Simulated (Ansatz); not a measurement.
**Run report: CoO, geometry relaxation (part 3 of 3)**

Continued. System: CoO (R3m, 4 atoms in the cell). Method: DFT PBEsol, scalar-relativistic, plane waves, PAW, spin-polarised (Ansatz 0.2.0); cutoff 420 eV, 6×6×6 k-mesh, Gaussian smearing of 0.1 eV, collinear spins. The structure derives from a Materials Project entry.

Geometry of the input (Å; fractional positions):
```
1.6022  0.9250  5.1329
-1.6022  0.9250  5.1329
0.0000  -1.8501  5.1329
Co 0.9995  0.9995  0.9995
Co 0.4995  0.4995  0.4995
O  0.3755  0.3755  0.3755
O  0.8755  0.8755  0.8755
```

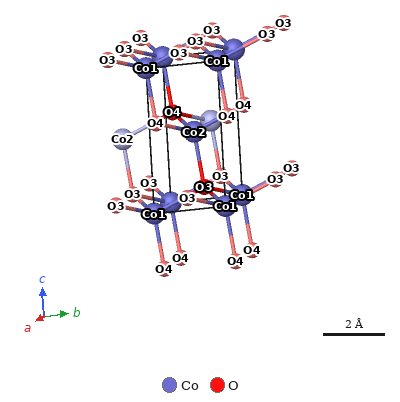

The geometry at step 9 of the log (ball-and-stick view of the reduced cell, seen slightly off an axis; neighbours outside the cell are drawn fainter; atoms are numbered from 1 in the order of the input).

### Log, continued
```
SCF iter   1: F=—  HF=-11305.298515 eV  |F-HF|=—  |Δ(HF+E_count)|=         —  Δρ=5.69e-4 (↑5.69e-4 ↓4.98e-4)  dr2=1.18e-4  dr2_m=3.25e-5  M=0.418 μB ∫|m|=4.176 μB  β_m=0.65  ethr=2.27e-7  ⟨swp⟩=3.0  Hψ=12441  notcnv=0
preconditioner: auto → none  [metal: Δε(μ)=0.016 eV  Ē_g=11.570 eV  σ=0.100 eV  W_gap=0.09  n_scr=2 (ndim 8)  ℏωp=31.4 eV  f_vac=0.019  D(μ)=2.74/eV (n_scr^D=28)]
SCF iter   2: F=—  HF=-11305.298425 eV  |F-HF|=—  |Δ(HF+E_count)|=   9.05e-5  Δρ=3.48e-4 (↑3.17e-4 ↓3.48e-4)  dr2=1.35e-4  dr2_m=9.29e-7  M=0.418 μB ∫|m|=4.178 μB  β_m=0.36  ethr=2.27e-7  ⟨swp⟩=2.0  Hψ=2949  notcnv=0
SCF iter   3: F=—  HF=-11305.298459 eV  |F-HF|=—  |Δ(HF+E_count)|=   3.41e-5  Δρ=1.40e-4 (↑1.40e-4 ↓1.24e-4)  dr2=6.42e-6  dr2_m=5.81e-7  M=0.417 μB ∫|m|=4.178 μB  β_m=0.49  ethr=2.27e-7  ⟨swp⟩=2.0  Hψ=2917  notcnv=0
SCF iter   4: F=—  HF=-11305.298493 eV  |F-HF|=—  |Δ(HF+E_count)|=   3.45e-5  Δρ=7.92e-5 (↑7.08e-5 ↓7.92e-5)  dr2=5.67e-6  dr2_m=2.71e-7  M=0.418 μB ∫|m|=4.179 μB  β_m=0.46  ethr=1.40e-8  ⟨swp⟩=2.0  Hψ=3046  notcnv=0
SCF iter   5: F=—  HF=-11305.298500 eV  |F-HF|=—  |Δ(HF+E_count)|=   6.93e-6  Δρ=5.41e-5 (↑4.51e-5 ↓5.41e-5)  dr2=8.83e-7  dr2_m=6.49e-7  M=0.417 μB ∫|m|=4.179 μB  β_m=0.55  ethr=1.23e-8  ⟨swp⟩=2.2  Hψ=2845  notcnv=0
SCF iter   6: F=—  HF=-11305.298503 eV  |F-HF|=—  |Δ(HF+E_count)|=   2.62e-6  Δρ=4.89e-5 (↑4.89e-5 ↓4.52e-5)  dr2=4.04e-7  dr2_m=6.89e-7  M=0.417 μB ∫|m|=4.180 μB  β_m=0.62  ethr=1.92e-9  ⟨swp⟩=2.0  Hψ=3027  notcnv=0
SCF iter   7: F=—  HF=-11305.298504 eV  |F-HF|=—  |Δ(HF+E_count)|=   1.63e-6  Δρ=3.28e-5 (↑1.94e-5 ↓3.28e-5)  dr2=3.73e-7  dr2_m=1.49e-7  M=0.416 μB ∫|m|=4.181 μB  β_m=0.79  ethr=8.79e-10  ⟨swp⟩=2.1  Hψ=3307  notcnv=0
SCF iter   8: F=—  HF=-11305.298505 eV  |F-HF|=—  |Δ(HF+E_count)|=   1.34e-7  Δρ=3.94e-6 (↑3.89e-6 ↓3.94e-6)  dr2=3.55e-8  dr2_m=3.93e-10  M=0.416 μB ∫|m|=4.181 μB  β_m=0.65  ethr=8.12e-10  ⟨swp⟩=2.1  Hψ=2816  notcnv=0
SCF iter   9: F=—  HF=-11305.298505 eV  |F-HF|=—  |Δ(HF+E_count)|=   1.04e-8  Δρ=1.01e-6 (↑9.47e-7 ↓1.01e-6)  dr2=5.73e-10  dr2_m=2.52e-10  M=0.416 μB ∫|m|=4.181 μB  β_m=0.69  ethr=7.72e-11  ⟨swp⟩=2.1  Hψ=2878  notcnv=0
SCF iter  10: F=—  HF=-11305.298505 eV  |F-HF|=—  |Δ(HF+E_count)|=  7.29e-10  Δρ=6.58e-7 (↑6.41e-7 ↓6.58e-7)  dr2=6.05e-10  dr2_m=5.74e-11  M=0.416 μB ∫|m|=4.181 μB  β_m=0.84  ethr=1.25e-12  ⟨swp⟩=2.0  Hψ=2824  notcnv=0
SCF iter  11: F=—  HF=-11305.298505 eV  |F-HF|=—  |Δ(HF+E_count)|=  8.69e-10  Δρ=6.52e-7 (↑6.52e-7 ↓6.21e-7)  dr2=4.19e-10  dr2_m=2.51e-11  M=0.416 μB ∫|m|=4.181 μB  β_m=0.92  ethr=1.25e-12  ⟨swp⟩=2.0  Hψ=2641  notcnv=0
SCF iter  12: F=-11305.298505 eV  HF=-11305.298505 eV  |F-HF|=8.40e-10  |Δ(HF+E_count)|=  5.35e-10  Δρ=9.16e-7 (↑9.16e-7 ↓8.72e-7)  dr2=9.10e-10  dr2_m=5.95e-11  M=0.416 μB ∫|m|=4.181 μB  ethr=1.00e-12  ⟨swp⟩=1.7  Hψ=5879  notcnv=0
SCF 18 converged in 12 iterations: F = -11305.298505 eV  dr2 = 9.10e-10
relax step  18: F+E_penalty+E_count = -11305.29850453 eV  Δ(F+E_penalty+E_count) = +1.080e-2 eV  max|allowed force component| = 6.448e-3 eV/Å  Δτ_max = 0.0000 Å  P = -0.408 GPa  Ω = 41.903 Å³  stress off target by 4.46e-1 GPa  SCF on the basis re-selected at this cell (its energy is not comparable with the rows above)  (12 SCF iters)
basis re-selected at this cell: Δ(F+E_penalty+E_count) = +1.080e-2 eV, ΔP = -0.436 GPa vs the last step (what re-selecting the basis moved, of the pressure what is left beyond the Pulay correction that the steps carried, after the strain that the cell walked since its last selection, with what the two solves' SCF thresholds leave and, on support functions, any second-order correction that the steps lacked; it is no measure of the basis error at this ecutwfc). The dense FFT grid was sized anew with the basis: this SCF ran on 24×24×36 points, the steps before it on 24×24×40, so part of this shift can come from that change (see relax.cell in the input reference). This SCF's stress stands 4.46e-1 GPa from its target on what of the cell is left free (relax.cell.stress_tol is 5.00e-1 GPa) and its largest allowed force component is 6.45e-3 eV/Å (relax.f_tol is 5.00e-2 eV/Å): within both
SCF converged after 12 iterations
Magnetization: 0.4163 μB (23.2081 up, 22.7919 down)
Absolute magnetization: 4.1809 μB (∫|ρ↑−ρ↓|, with the PAW one-centre terms)
Spin contamination: 1.8001 ħ² per cell (⟨S²⟩ above its minimum at these occupations)
Per-site moments (μB) at R_I (Å): [(-1.5954841440870748, 0.7749956154783594), (1.8985635805062153, 0.764838329928516), (-0.09075242115709081, 0.764838329928516), (0.15773505930543474, 0.7759420731389254)]
Free energy (F): -11305.298505 eV
Harris-Foulkes:  -11305.298505 eV  (|F-HF|=8.40e-10)
Internal energy: -11305.284793 eV  (E = F + TS)
E sigma→0 (E₀):  -11305.291649 eV
Entropy (-TS):   -0.013711 eV (-3.428 meV/atom)
Fermi energy:    12.589464 eV
--- Per-component energies (eV) ---
  E_band       = -683.036239
  E_kinetic    = 1243.383256
  E_local      = -7503.097480  (includes V_loc(G=0)·N_el)
  E_nonlocal   = 1026.067286
  E_hartree    = 3094.929024
  E_xc         = -454.743724
  E_vxc        = -587.551296  (∫ρ·V_xc dr)
  E_paw        = -3274.866556  (= ΣΔE_a)
  E_vpaw       = -1051.702394  (= ΣTr[D̂ρ^β])
  E_aug_tail   = 0.004782  (compensation charges beyond the density's cutoff)
  E_ewald      = -5437.408795
  E_core_change = 0.447414  (= ΣΔE_core)
  E_smearing   = -0.013711  (= −TS)
  E_closure    = -0.000000  (closes the sum)
  Σ components = -11305.298505   (vs F -11305.298505, Δ=0.00e0)
--- Forces (eV/Å), atoms counted from 1 ---
  atom   1  Co     0.00000000     0.00000000    -0.00363816
  atom   2  Co    -0.00000000     0.00000000    -0.00413010
  atom   3  O     -0.00000000    -0.00000000     0.00131739
  atom   4  O     -0.00000000    -0.00000000     0.00644646
  max |Σ_I F_I| component: 4.40e-6 eV/Å
--- Stress (GPa, compression-positive) ---
       -0.389390      -0.000000      -0.000000
       -0.000000      -0.389390       0.000000
       -0.000000       0.000000      -0.446431
  P = ⅓ Tr σ = -0.4084 GPa (-4.084 kbar)
--- Band table (eV; the first three rows and the last of 64) ---
  k-point 0 ↑: bands = ["-83.7255", "-81.4463", "-47.3707", "-47.0375", "-47.0375", "-45.0141", "-44.8808", "-44.8808", "-8.2350", "-7.2851", "4.9146", "6.0320", "6.0320", "6.0891", "6.4361", "6.4361", "10.3482", "10.3482", "10.7281", "11.5882", "11.5882", "12.4095", "12.4095", "12.7730", "14.1932", "14.6156", "14.6156", "18.4682", "20.3339", "26.3245", "26.3245"]
  k-point 1 ↑: bands = ["-83.7252", "-81.4458", "-47.3700", "-47.0428", "-47.0388", "-45.0134", "-44.8876", "-44.8825", "-8.0707", "-7.2215", "5.1612", "5.6117", "6.1185", "6.1709", "6.2146", "6.5444", "10.1673", "10.3335", "10.5429", "11.4493", "11.5510", "12.0444", "12.4054", "13.4951", "14.0732", "14.3395", "14.4987", "19.4611", "20.3532", "24.6060", "25.4061"]
  k-point 2 ↑: bands = ["-83.7244", "-81.4450", "-47.3688", "-47.0534", "-47.0415", "-45.0122", "-44.9010", "-44.8858", "-7.7133", "-7.1098", "5.0539", "5.4620", "5.9961", "6.3097", "6.3502", "6.7375", "9.6564", "10.3261", "10.3978", "11.1028", "11.2571", "12.0992", "12.2996", "12.8851", "13.5539", "13.7088", "16.4153", "20.0203", "21.3739", "22.9001", "23.6752"]
  k-point 31 ↓: bands = ["-83.4810", "-81.2810", "-46.9409", "-46.8999", "-46.8999", "-44.9216", "-44.6789", "-44.6789", "-8.1625", "-7.2623", "5.1208", "5.6062", "5.6062", "5.6072", "7.1506", "7.1506", "10.3947", "10.3947", "11.4952", "11.4952", "11.6960", "13.1239", "13.1239", "13.3081", "14.4597", "14.4597", "15.3402", "15.8017", "23.3441", "23.8609", "26.7864"]
--- Relaxed structure (17 steps of the walk, 15 accepted, 1 SCFs on fresh bases) ---
  F+E_penalty+E_count = -11305.29850453 eV   max|allowed force component| = 6.448e-3 eV/Å   (the final SCF, on the basis selected at the relaxed cell)
  cell:  # Å, volume = 41.9029 Å³
    - [1.565242644736107, 0.9036932622854734, 4.937304683145664]
    - [-1.565242644736107, 0.9036932622854734, 4.937304683145664]
    - [6.835174389038232e-34, -1.8073865245709468, 4.937304683145664]
  atoms:
    - { symbol: Co, position: [1.003970728164173, 1.003970728164173, 1.003970728164173] }
    - { symbol: Co, position: [0.49711748634161135, 0.49711748634161135, 0.49711748634161135] }
    - { symbol: O, position: [0.3719376128349925, 0.3719376128349925, 0.3719376128349925] }
    - { symbol: O, position: [0.8769735226592232, 0.8769735226592232, 0.8769735226592232] }
--- Löwdin populations: 4 sites ---
  site symbol       q [e]    m [muB]
     0     Co     16.0375    -1.7061
     1     Co     16.0105     2.0342
     2      O      6.7811    -0.1372
     3      O      6.8305     0.2248
  spilling = 0.007400 (of n_electrons = 46.000000)
```

### Trajectory as extended XYZ (Å, eV, eV/Å), 18 frames, from step=1 to step=18
```
4
Lattice="1.6022 0.9250 5.1329 -1.6022 0.9250 5.1329 0.0000 -1.8501 5.1329" Properties=species:S:1:pos:R:3:forces:R:3 step=1 energy=-11305.17409 pressure_GPa=-9.89
Co    0.0000    0.0000   15.3909    0.0000   0.0000  -0.1024
Co    0.0000    0.0000    7.6916    0.0000   0.0000  -0.1055
O     0.0000    0.0000    5.7822    0.0000   0.0000   0.1071
O     0.0000    0.0000   13.4821    0.0000   0.0000   0.1009
4
Lattice="1.5871 0.9163 5.0693 -1.5871 0.9163 5.0693 0.0000 -1.8326 5.0693" Properties=species:S:1:pos:R:3:forces:R:3 step=2 energy=-11305.25188 pressure_GPa=-6.12
Co    0.0000    0.0000   15.2014    0.0000   0.0000  -0.0520
Co    0.0000    0.0000    7.5975    0.0000   0.0000  -0.0545
O     0.0000    0.0000    5.7092    0.0000   0.0000   0.0554
O     0.0000    0.0000   13.3135    0.0000   0.0000   0.0510
4
Lattice="1.5657 0.9040 4.9567 -1.5657 0.9040 4.9567 0.0000 -1.8080 4.9567" Properties=species:S:1:pos:R:3:forces:R:3 step=3 energy=-11305.30075 pressure_GPa=0.71
Co    0.0000    0.0000   14.8676    0.0000   0.0000   0.0914
Co    0.0000    0.0000    7.4325    0.0000   0.0000   0.0920
O     0.0000    0.0000    5.5787    0.0000   0.0000  -0.0928
O     0.0000    0.0000   13.0137    0.0000   0.0000  -0.0907
4
Lattice="1.5679 0.9052 4.9640 -1.5679 0.9052 4.9640 0.0000 -1.8104 4.9640" Properties=species:S:1:pos:R:3:forces:R:3 step=4 energy=-11305.30076 pressure_GPa=-0.00
Co    0.0000    0.0000   14.8913    0.0000   0.0000   0.0439
Co    0.0000    0.0000    7.4452    0.0000   0.0000   0.0431
O     0.0000    0.0000    5.5852    0.0000   0.0000  -0.0435
O     0.0000    0.0000   13.0314    0.0000   0.0000  -0.0436
4
Lattice="1.5688 0.9057 4.9589 -1.5688 0.9057 4.9589 0.0000 -1.8115 4.9589" Properties=species:S:1:pos:R:3:forces:R:3 step=5 energy=-11305.30103 pressure_GPa=-0.10
Co    0.0000    0.0000   14.8781    0.0000   0.0000   0.0180
Co    0.0000    0.0000    7.4396    0.0000   0.0000   0.0172
O     0.0000    0.0000    5.5773    0.0000   0.0000  -0.0177
O     0.0000    0.0000   13.0158    0.0000   0.0000  -0.0175
4
Lattice="1.5698 0.9063 4.9476 -1.5698 0.9063 4.9476 0.0000 -1.8126 4.9476" Properties=species:S:1:pos:R:3:forces:R:3 step=6 energy=-11305.30137 pressure_GPa=-0.04
Co    0.0000    0.0000   14.8471    0.0000   0.0000  -0.0011
Co    0.0000    0.0000    7.4254    0.0000   0.0000  -0.0024
O     0.0000    0.0000    5.5620    0.0000   0.0000   0.0016
O     0.0000    0.0000   12.9836    0.0000   0.0000   0.0020
4
Lattice="1.5699 0.9064 4.9461 -1.5699 0.9064 4.9461 0.0000 -1.8127 4.9461" Properties=species:S:1:pos:R:3:forces:R:3 step=7 energy=-11305.30142 pressure_GPa=-0.00
Co    0.0000    0.0000   14.8426    0.0000   0.0000   0.0004
Co    0.0000    0.0000    7.4232    0.0000   0.0000  -0.0011
O     0.0000    0.0000    5.5600    0.0000   0.0000  -0.0001
O     0.0000    0.0000   12.9794    0.0000   0.0000   0.0008
4
Lattice="1.5699 0.9064 4.9459 -1.5699 0.9064 4.9459 0.0000 -1.8127 4.9459" Properties=species:S:1:pos:R:3:forces:R:3 step=8 energy=-11305.30143 pressure_GPa=0.00
Co    0.0000    0.0000   14.8423    0.0000   0.0000   0.0011
Co    0.0000    0.0000    7.4229    0.0000   0.0000  -0.0011
O     0.0000    0.0000    5.5598    0.0000   0.0000  -0.0006
O     0.0000    0.0000   12.9791    0.0000   0.0000   0.0006
4
Lattice="1.5697 0.9062 4.9417 -1.5697 0.9062 4.9417 0.0000 -1.8125 4.9417" Properties=species:S:1:pos:R:3:forces:R:3 step=9 energy=-11305.30167 pressure_GPa=0.18
Co    0.0000    0.0000   14.8323    0.0000   0.0000   0.0289
Co    0.0000    0.0000    7.4135    0.0000   0.0000  -0.0008
O     0.0000    0.0000    5.5531    0.0000   0.0000  -0.0221
O     0.0000    0.0000   12.9701    0.0000   0.0000  -0.0061
4
Lattice="1.5690 0.9059 4.9279 -1.5690 0.9059 4.9279 0.0000 -1.8118 4.9279" Properties=species:S:1:pos:R:3:forces:R:3 step=10 energy=-11305.30261 pressure_GPa=0.69
Co    0.0000    0.0000   14.8003    0.0000   0.0000   0.1183
Co    0.0000    0.0000    7.3826    0.0000   0.0000   0.0139
O     0.0000    0.0000    5.5308    0.0000   0.0000  -0.0976
O     0.0000    0.0000   12.9413    0.0000   0.0000  -0.0345
4
Lattice="1.5677 0.9051 4.9031 -1.5677 0.9051 4.9031 0.0000 -1.8102 4.9031" Properties=species:S:1:pos:R:3:forces:R:3 step=11 energy=-11305.30392 pressure_GPa=1.47 accepted=F
Co    0.0000    0.0000   14.7442    0.0000   0.0000   0.2181
Co    0.0000    0.0000    7.3269    0.0000   0.0000   0.1166
O     0.0000    0.0000    5.4896    0.0000   0.0000  -0.2140
O     0.0000    0.0000   12.8897    0.0000   0.0000  -0.1207
4
Lattice="1.5691 0.9059 4.9234 -1.5691 0.9059 4.9234 0.0000 -1.8118 4.9234" Properties=species:S:1:pos:R:3:forces:R:3 step=12 energy=-11305.30411 pressure_GPa=0.65
Co    0.0000    0.0000   14.7957    0.0000   0.0000   0.1212
Co    0.0000    0.0000    7.3701    0.0000   0.0000  -0.0102
O     0.0000    0.0000    5.5189    0.0000   0.0000  -0.0974
O     0.0000    0.0000   12.9332    0.0000   0.0000  -0.0137
4
Lattice="1.5681 0.9054 4.9277 -1.5681 0.9054 4.9277 0.0000 -1.8107 4.9277" Properties=species:S:1:pos:R:3:forces:R:3 step=13 energy=-11305.30459 pressure_GPa=0.65
Co    0.0000    0.0000   14.8093    0.0000   0.0000   0.1311
Co    0.0000    0.0000    7.3757    0.0000   0.0000  -0.0425
O     0.0000    0.0000    5.5216    0.0000   0.0000  -0.0630
O     0.0000    0.0000   12.9468    0.0000   0.0000  -0.0256
4
Lattice="1.5689 0.9058 4.9440 -1.5689 0.9058 4.9440 0.0000 -1.8116 4.9440" Properties=species:S:1:pos:R:3:forces:R:3 step=14 energy=-11305.30723 pressure_GPa=-0.78
Co    0.0000    0.0000   14.8858    0.0000   0.0000  -0.0136
Co    0.0000    0.0000    7.3812    0.0000   0.0000  -0.0762
O     0.0000    0.0000    5.5192    0.0000   0.0000   0.0538
O     0.0000    0.0000   13.0021    0.0000   0.0000   0.0360
4
Lattice="1.5612 0.9014 4.9220 -1.5612 0.9014 4.9220 0.0000 -1.8027 4.9220" Properties=species:S:1:pos:R:3:forces:R:3 step=15 energy=-11305.30519 pressure_GPa=0.66 accepted=F
Co    0.0000    0.0000   14.8485    0.0000   0.0000  -0.1001
Co    0.0000    0.0000    7.3188    0.0000   0.0000   0.0957
O     0.0000    0.0000    5.4686    0.0000   0.0000   0.1470
O     0.0000    0.0000   12.9707    0.0000   0.0000  -0.1426
4
Lattice="1.5653 0.9037 4.9335 -1.5653 0.9037 4.9335 0.0000 -1.8075 4.9335" Properties=species:S:1:pos:R:3:forces:R:3 step=16 energy=-11305.30931 pressure_GPa=0.23
Co    0.0000    0.0000   14.8556    0.0000   0.0000   0.0351
Co    0.0000    0.0000    7.3605    0.0000   0.0000  -0.0150
O     0.0000    0.0000    5.5066    0.0000   0.0000  -0.0064
O     0.0000    0.0000   12.9787    0.0000   0.0000  -0.0137
4
Lattice="1.5652 0.9037 4.9373 -1.5652 0.9037 4.9373 0.0000 -1.8074 4.9373" Properties=species:S:1:pos:R:3:forces:R:3 step=17 energy=-11305.30930 pressure_GPa=0.03
Co    0.0000    0.0000   14.8707    0.0000   0.0000  -0.0036
Co    0.0000    0.0000    7.3633    0.0000   0.0000  -0.0047
O     0.0000    0.0000    5.5091    0.0000   0.0000   0.0019
O     0.0000    0.0000   12.9897    0.0000   0.0000   0.0064
4
Lattice="1.5652 0.9037 4.9373 -1.5652 0.9037 4.9373 0.0000 -1.8074 4.9373" Properties=species:S:1:pos:R:3:forces:R:3 step=18 energy=-11305.29851 pressure_GPa=-0.41
Co    0.0000    0.0000   14.8707    0.0000   0.0000  -0.0036
Co    0.0000    0.0000    7.3633    0.0000   0.0000  -0.0041
O     0.0000    0.0000    5.5091    0.0000   0.0000   0.0013
O     0.0000    0.0000   12.9897    0.0000   0.0000   0.0064
```

### Results in brief

| quantity | value |
| --- | --- |
| outcome | converged |
| space group (tolerance 0.01 Å) | R3m (160) |
| electrons treated | 46 |
| free energy | −11305.2985 eV |
| Fermi energy | 12.589 eV |
| gap on the k-point mesh | none (metallic) |
| net moment of the cell | 0.42 μB |
| integrated absolute moment | 4.18 μB |
| pressure | −0.41 GPa |
| final volume | 41.90 Å³ |
| largest force (length of the vector) at the end | 0.006 eV/Å |
| final cell | a = 5.258 Å, b = 5.258 Å, c = 5.258 Å, α = 34.64°, β = 34.64°, γ = 34.64° |
| hardware | 1 thread of Intel Xeon @ 2.90GHz (Ice Lake), 32 GiB of memory available, shared host |
| wall time | 3 min |
| peak memory | 0.48 GiB |
